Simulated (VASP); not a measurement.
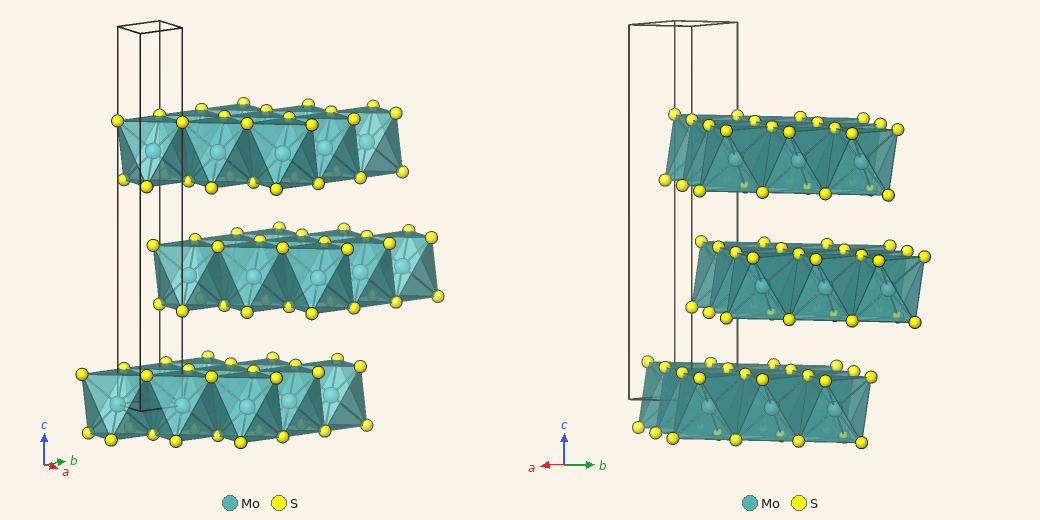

Polyhedra are drawn about Mo (bonds: Mo–S below 2.7 Å); other atoms are plain spheres. Two views of the same piece.

MoS2 (space group R-3m, No. 166): an entry of the Crystallography Open Database, as set up for an electronic-structure calculation.

What figure surrounds each Mo atom, and what does it share with the other drawn polyhedra?

Mo: MoS6 octahedron, sharing edges with six neighbours.

What is the connectivity of the polyhedra: isolated, groups, chains, layers or framework?

They form layers of edge-sharing octahedra parallel to (001).
